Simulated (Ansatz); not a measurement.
System: Os, space group Fm-3m (No. 225).

Starting cell:
```yaml
crystal:
  lattice:
    - [0.00000, 1.92825, 1.92825]
    - [1.92825, 0.00000, 1.92825]
    - [1.92825, 1.92825, 0.00000]
  atoms:
    - { symbol: Os, position: [0.00000, 0.00000, 0.00000] }
```

How it was computed, with Ansatz 0.2.0: periodic Kohn-Sham DFT of a crystal at fixed atoms, scaled to the stated factor times the given cell; pressure positive in compression, energy less spherical unpolarised free atoms. Level: PBE.

- method: all-electron LAPW
- relativity: scalar
- k mesh: 17×17×17
- occupations: Fermi–Dirac
- smearing width: 0.05 eV
- basis error target: 1 (meV/atom)
- nucleus: Gaussian

V(given) is 14.34 Å³/atom.

What does the calculation give for the energy less free atoms and pressure against V/V(given)? The V/V(given) takes the values 0.941, 0.970, 1.000, 1.030, 1.060.

A third-order Birch–Murnaghan fit gives V0 = 14.34 Å³/atom, B0 = 389 GPa and B′ = 4.7. The energy less free atoms is −10.7921 eV/atom at V/V(given) 0.941 and −10.8055 eV/atom at 1.060; the lowest computed point is at V/V(given) 1.000 (−10.8615 eV/atom), and no other minimum shows among the points. The pressure falls from 27.6 GPa at V/V(given) 0.941 to −19.7 GPa at 1.060, and changes sign near 1.000.

```json
{"V/V(given)": "0.941", "energy less free atoms (eV/atom)": "-10.7921", "pressure (GPa)": "27.6"}
{"V/V(given)": "0.970", "energy less free atoms (eV/atom)": "-10.8448", "pressure (GPa)": "12.8"}
{"V/V(given)": "1.000", "energy less free atoms (eV/atom)": "-10.8615", "pressure (GPa)": "0.0"}
{"V/V(given)": "1.030", "energy less free atoms (eV/atom)": "-10.8467", "pressure (GPa)": "-10.7"}
{"V/V(given)": "1.060", "energy less free atoms (eV/atom)": "-10.8055", "pressure (GPa)": "-19.7"}
```

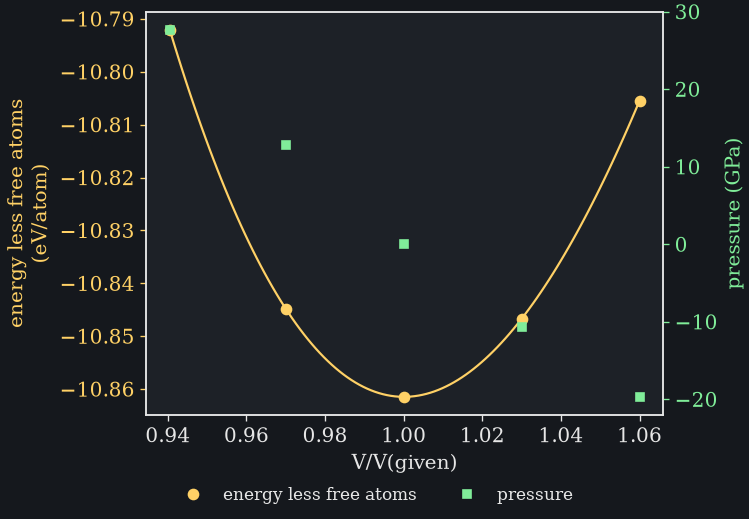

Limits of the calculation: no spin-orbit coupling on heavy atoms.
